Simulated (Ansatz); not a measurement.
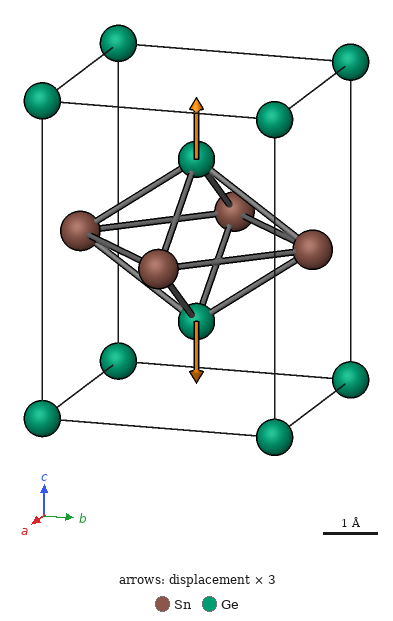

This is a relaxation of a crystal of Sn$_{2}$Ge$_{3}$ (a generated structure, set up in P4/mmm) (coarse preliminary run). The starting structure is drawn; orange arrows show the displacements (the part carried along by the change of the cell is left out), 3 times their true length.

A ball-and-stick model of the cell of the calculation, seen slightly off an axis.

These are results of DFT PBE, scalar-relativistic, plane waves, PAW (Ansatz 0.2.0), not measurements.

The input:
```yaml
crystal:
  lattice:
    - [4.58865549, 0.0, 0.0]
    - [0.0, 4.58865549, 0.0]
    - [0.0, 0.0, 6.1565575]
  atoms:
    - { symbol: Sn, position: [0.0, 0.5, 0.5] }
    - { symbol: Sn, position: [0.5, 0.0, 0.5] }
    - { symbol: Ge, position: [0.5, 0.5, 0.75525167] }
    - { symbol: Ge, position: [0.5, 0.5, 0.24474833] }
    - { symbol: Ge, position: [0.0, 0.0, 0.0] }
basis:
  ecutwfc: 420
kpoints:
  mp_grid: { grid: [4, 4, 4] }
hamiltonian:
  xc: pbe
scf:
  occupations: { method: gaussian, width: 0.1 }
  lower_state_search: "off"
output:
  forces: true
  stress: true
  eigenvalues: true
relax:
  adjacent_minimum: "off"
  f_tol: 0.04
  max_steps: 70
  cell: { stress_tol: 0.4 }
```

Launched with:
```bash
ansatz run input.yaml --threads 1 --pin off --max-ram 2560MiB --backend cpu --events-out ev --progress --plain --runs-dir out
```

Atoms of which element are displaced furthest, and by how much?

Answer. Germanium: up to 0.41 Å, against 0.00 Å for tin.

Describe the change and its energy.

Answer. The largest moves relative to the cell, 0.41 Å, are those of Ge3 and Ge4. Ge3 goes along +c. Sn stays in place. The volume changes by −3.2 %, with a = b 4.589 → 4.320 Å (−5.9 %), c 6.157 → 6.724 Å (+9.2 %). Some distances before and after: Ge3–Ge4 3.014 → 2.480 Å, Sn1–Ge3 2.781 → 3.028 Å, Sn1–Sn2 3.245 → 3.055 Å. Among the angles between lasting bonds that change: Sn1–Ge3–Sn1 111.2° → 91.0°, Sn1–Ge3–Sn2 71.4° → 60.6°. The space group stays P4/mmm (No. 123). Over 6 accepted moves (8 points after the start) the energy falls by 234 meV per atom. Largest force component: 2.9 eV/Å at the start, 0.0061 eV/Å at the end. Pressure: 2.96 GPa at the start and −0.13 GPa at the end. The line search rejected the trial step at point 6 of the run. The SCF was repeated once at an unchanged geometry on a basis and grid sized afresh for the cell, which shifted the energy by 0.2 meV per atom at most.
